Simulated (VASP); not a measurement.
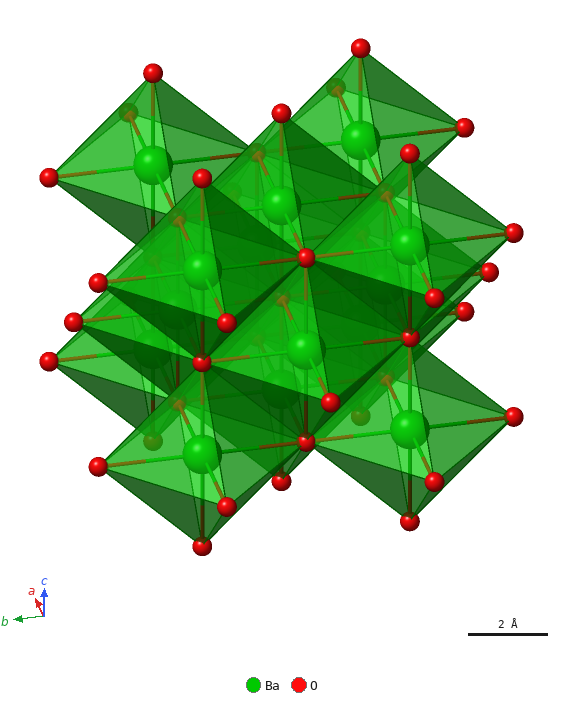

Figure 1. The structure as given in the input (polyhedral view of the cell 4 times as large as that of the calculation, set on its symmetry axes, seen at an oblique angle; polyhedra are completed across the faces of the cell). An atom can appear more than once, as a periodic image.

# Band-structure calculation, with input and output: BaO

The run: band-structure calculation of BaO (Fm-3m, 2 atoms in the cell). Method and program: DFT, PBE, plane waves, PAW (VASP 6.6.1).

The structure was built on a prototype by a generator. The geometry comes from this level: r2SCAN (a point of a series of strains). It belongs to a series of runs on one base structure; here: hydrostatic strain -2.0%.

INCAR:
```
ENCUT = 520.000000
SIGMA = 0.020000
EDIFF = 1.00e-07
GGA = PE
PREC = Accurate
IBRION = -1
ISIF = 2
ISMEAR = -1
NBANDS = 15
NELM = 120
NSW = 0
LASPH = .TRUE.
LCHARG = .TRUE.
LELF = .TRUE.
LWAVE = .FALSE.
LREAL = .FALSE.
```

KPOINTS:
```
KPOINTS created by Atomic Simulation Environment
0
Gamma
8 8 8
0 0 0
```

KPOINTS_OPT:
```
special points
7
Reciprocal
0.0000000000 0.0000000000 0.0000000000 1
0.5000000000 0.0000000000 0.5000000000 1
0.6250000000 0.2500000000 0.6250000000 1
0.3750000000 0.3750000000 0.7500000000 1
0.5000000000 0.5000000000 0.5000000000 1
0.5000000000 0.2500000000 0.7500000000 1
0.0000000000 0.5000000000 0.5000000000 1
```

POSCAR:
```
Ba O
 1.0000000000000000
     0.0000000000000000    2.7165038279000000    2.7165038279000000
     2.7165038279000000    0.0000000000000000    2.7165038279000000
     2.7165038279000000    2.7165038279000000    0.0000000000000000
 Ba  O
   1   1
Cartesian
  0.0000000000000000  0.0000000000000000  0.0000000000000000
  2.7165038279000000  2.7165038279000000  2.7165038279000000
```

Hardware: 1 CPU thread, shared host.

Command:
```bash
mpirun -np 1 vasp_std
```

OSZICAR:
```
N       E                     dE             d eps       ncg     rms          rms(c)
DAV:   1     0.813073719631E+02    0.81307E+02   -0.77463E+03   870   0.985E+02
DAV:   2    -0.103882843704E+02   -0.91696E+02   -0.81768E+02  1225   0.206E+02
DAV:   3    -0.143152092420E+02   -0.39269E+01   -0.38871E+01  1056   0.424E+01
DAV:   4    -0.143583514631E+02   -0.43142E-01   -0.43120E-01  1081   0.469E+00
DAV:   5    -0.143591452796E+02   -0.79382E-03   -0.79381E-03  1011   0.539E-01    0.987E+00
DAV:   6    -0.119324381591E+02    0.24267E+01   -0.85217E+00   919   0.228E+01    0.639E+00
DAV:   7    -0.117295307219E+02    0.20291E+00   -0.57136E-01  1004   0.608E+00    0.243E+00
DAV:   8    -0.117054235530E+02    0.24107E-01   -0.92379E-02  1073   0.309E+00    0.520E-01
DAV:   9    -0.117062438347E+02   -0.82028E-03   -0.82973E-03  1003   0.866E-01    0.156E-01
DAV:  10    -0.117073586449E+02   -0.11148E-02   -0.22809E-03   940   0.377E-01    0.457E-02
DAV:  11    -0.117073391185E+02    0.19526E-04   -0.16247E-04  1052   0.114E-01    0.226E-02
DAV:  12    -0.117073455404E+02   -0.64218E-05   -0.22821E-05   947   0.435E-02    0.385E-03
DAV:  13    -0.117073454555E+02    0.84854E-07   -0.13719E-06  1129   0.102E-02    0.164E-03
DAV:  14    -0.117073455692E+02   -0.11371E-06   -0.42041E-07   968   0.579E-03    0.791E-04
DAV:  15    -0.117073455688E+02    0.46680E-09   -0.33928E-08   561   0.156E-03
   1 F= -.11707346E+02 E0= -.11707346E+02  d E =-.540593E-11
       N       E                     dE             ncg
DAV:   1     0.239036255736E+03   -0.38593E+04      210
DAV:   2    -0.327473428412E+03   -0.56651E+03      301
DAV:   3    -0.350523006432E+03   -0.23050E+02      276
DAV:   4    -0.350691037775E+03   -0.16803E+00      273
DAV:   5    -0.350693825247E+03   -0.27875E-02      246
DAV:   6    -0.350693855918E+03   -0.30672E-04      260
DAV:   7    -0.350693856269E+03   -0.35111E-06      244
DAV:   8    -0.350693856277E+03   -0.72696E-08      203
```

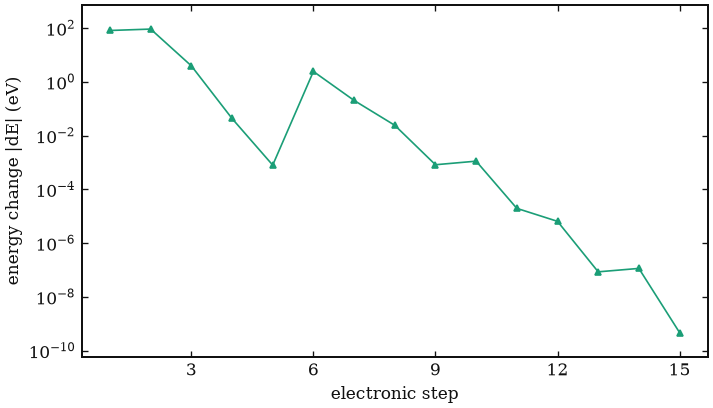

Figure 2. Convergence of the self-consistent field: energy change |dE| against the electronic step. It takes 15 electronic steps. The density is held fixed in the first few steps, and dE rises again when its update begins.

Parts of OUTCAR:
```
k-points           NKPTS =     29   k-points in BZ     NKDIM =     29   number of bands    NBANDS=     15

   NELECT =      16.0000    total number of electrons

   dimension x,y,z NGX =    30 NGY =   30 NGZ =   30
   dimension x,y,z NGXF=    60 NGYF=   60 NGZF=   60

  energy-cutoff  :      520.00
  volume of cell :       40.09
      direct lattice vectors                 reciprocal lattice vectors
     0.000000000  2.716503828  2.716503828    -0.184060112  0.184060112  0.184060112
     2.716503828  0.000000000  2.716503828     0.184060112 -0.184060112  0.184060112
     2.716503828  2.716503828  0.000000000     0.184060112  0.184060112 -0.184060112

 k-points in reciprocal lattice and weights: KPOINTS created by Atomic Simulation Env
   0.00000000  0.00000000  0.00000000       0.002
   0.12500000  0.00000000  0.00000000       0.016
   0.25000000  0.00000000  0.00000000       0.016
   0.37500000  0.00000000  0.00000000       0.016
   0.50000000  0.00000000  0.00000000       0.008
   0.12500000  0.12500000  0.00000000       0.012
   0.25000000  0.12500000  0.00000000       0.047
   0.37500000  0.12500000  0.00000000       0.047
   0.50000000  0.12500000  0.00000000       0.047
  -0.37500000  0.12500000  0.00000000       0.047
  -0.25000000  0.12500000  0.00000000       0.047
  -0.12500000  0.12500000  0.00000000       0.023
   0.25000000  0.25000000  0.00000000       0.012
   0.37500000  0.25000000  0.00000000       0.047
   0.50000000  0.25000000  0.00000000       0.047
  -0.37500000  0.25000000  0.00000000       0.047
  -0.25000000  0.25000000  0.00000000       0.023
   0.37500000  0.37500000  0.00000000       0.012
   0.50000000  0.37500000  0.00000000       0.047
  -0.37500000  0.37500000  0.00000000       0.023
   0.50000000  0.50000000  0.00000000       0.006
   0.37500000  0.25000000  0.12500000       0.047
   0.50000000  0.25000000  0.12500000       0.094
  -0.37500000  0.25000000  0.12500000       0.047
   0.50000000  0.37500000  0.12500000       0.047
  -0.37500000  0.37500000  0.12500000       0.094
  -0.25000000  0.37500000  0.12500000       0.047
  -0.37500000  0.50000000  0.12500000       0.023
  -0.25000000  0.50000000  0.25000000       0.012

 E-fermi :   2.7231

 k-point     1 :       0.0000    0.0000    0.0000
  band No.  band energies     occupation
      1     -23.6401      2.00000
      2     -12.8941      2.00000
      3      -8.0252      2.00000
      4      -8.0252      2.00000
      5      -8.0252      2.00000
      6       1.8018      2.00000
      7       1.8018      2.00000
      8       1.8018      2.00000
      9       6.0969      0.00000
     10       6.9357      0.00000
     11       6.9357      0.00000
     12       6.9357      0.00000
     13       9.3521      0.00000
     14       9.3521      0.00000
     15      12.3016      0.00000

 k-point     2 :       0.1250    0.0000    0.0000
  band No.  band energies     occupation
      1     -23.5942      2.00000
      2     -13.0236      2.00000
      3      -8.0640      2.00000
      4      -8.0455      2.00000
      5      -8.0455      2.00000
      6       1.4543      2.00000
      7       1.5783      2.00000
      8       1.5783      2.00000
      9       6.6831      0.00000
     10       6.8917      0.00000
     11       7.2454      0.00000
     12       7.2454      0.00000
     13       9.7922      0.00000
     14       9.7922      0.00000
     15      13.3195      0.00000

 k-point     3 :       0.2500    0.0000    0.0000
  band No.  band energies     occupation
      1     -23.4801      2.00000
      2     -13.3376      2.00000
      3      -8.1505      2.00000
      4      -8.0931      2.00000
      5      -8.0931      2.00000
      6       0.7958      2.00000
      7       1.1055      2.00000
      8       1.1055      2.00000
      9       6.7388      0.00000
     10       8.0862      0.00000
     11       8.0862      0.00000
     12       8.4123      0.00000
     13      10.8749      0.00000
     14      10.8749      0.00000
     15      15.5363      0.00000

 k-point     4 :       0.3750    0.0000    0.0000
  band No.  band energies     occupation
      1     -23.3606      2.00000
      2     -13.6530      2.00000
      3      -8.2276      2.00000
      4      -8.1389      2.00000
      5      -8.1389      2.00000
      6       0.2632      2.00000
      7       0.6993      2.00000
      8       0.6993      2.00000
      9       7.0549      0.00000
     10       9.1142      0.00000
     11       9.1142      0.00000
     12      10.0761      0.00000
     13      12.2246      0.00000
     14      12.2246      0.00000
     15      16.6346      0.00000

 k-point     5 :       0.5000    0.0000    0.0000
  band No.  band energies     occupation
      1     -23.3095      2.00000
      2     -13.7840      2.00000
      3      -8.2570      2.00000
      4      -8.1574      2.00000
      5      -8.1574      2.00000
      6       0.0646      2.00000
      7       0.5455      2.00000
      8       0.5455      2.00000
      9       7.2779      0.00000
     10       9.6173      0.00000
     11       9.6173      0.00000
     12      10.8007      0.00000
     13      13.2258      0.00000
     14      13.2258      0.00000
     15      16.0263      0.00000

 [... the levels of 23 k-points are left out ...]

 k-point    29 :      -0.2500    0.5000    0.2500
  band No.  band energies     occupation
      1     -23.2163      2.00000
      2     -13.3724      2.00000
      3      -9.2798      2.00000
      4      -9.2798      2.00000
      5      -8.0919      2.00000
      6       0.7325      2.00000
      7       2.0569      2.00000
      8       2.0569      2.00000
      9       6.8885      0.00000
     10       6.8885      0.00000
     11       9.3895      0.00000
     12      12.4003      0.00000
     13      12.4413      0.00000
     14      14.6479      0.00000
     15      16.0788      0.00000

  Total        2.1202696      2.1202696      2.1202696      0.0000000      0.0000000      0.0000000
  in kB       84.7306820     84.7306820     84.7306820      0.0000000      0.0000000      0.0000000
  external PRESSURE =      84.7306820 kB  Pullay stress =       0.0000000 kB

 POSITION                                       TOTAL-FORCE (eV/Angst)
 -----------------------------------------------------------------------------------
      0.00000      0.00000      0.00000         0.000000      0.000000      0.000000
      2.71650      2.71650      2.71650         0.000000      0.000000      0.000000
 -----------------------------------------------------------------------------------
    total drift:                                0.000000      0.000000      0.000000

  FREE ENERGIE OF THE ION-ELECTRON SYSTEM (eV)
  ---------------------------------------------------
  free  energy   TOTEN  =       -11.7073455688 eV

  energy  without entropy=      -11.7073455688  energy(sigma->0) =      -11.70734557
```

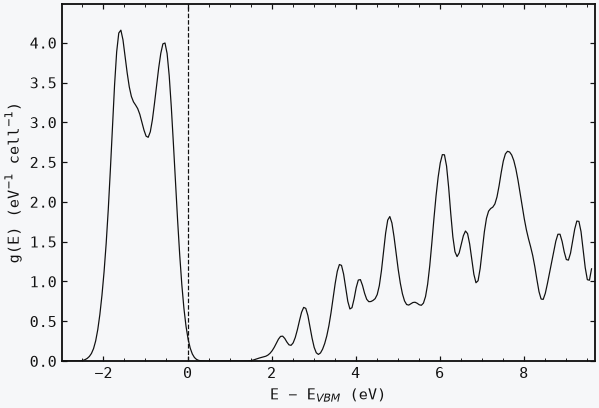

Figure 3. Density of states (the curve is built from the levels of the k mesh with Gaussians 0.3 eV wide, which also blur the band edges), with energies from the valence-band top. There is a gap of 1.76 eV on the k-point mesh. Small ripples come from the finite k-point mesh.

Results in brief:

| quantity | value |
| --- | --- |
| outcome | converged |
| space group (tolerance 0.01 Å) | Fm-3m (225) |
| electrons treated | 16 |
| free energy | −11.7073 eV |
| Fermi energy | 2.723 eV |
| band gap | 1.76 eV |
| pressure | 8.47 GPa |
| largest force (length of the vector) | under 0.001 eV/Å |
| wall time | 18 s |
| peak memory | 0.18 GiB |

Remarks:

The cell is under a pressure of 8.5 GPa at this level, so it is not at its equilibrium volume.
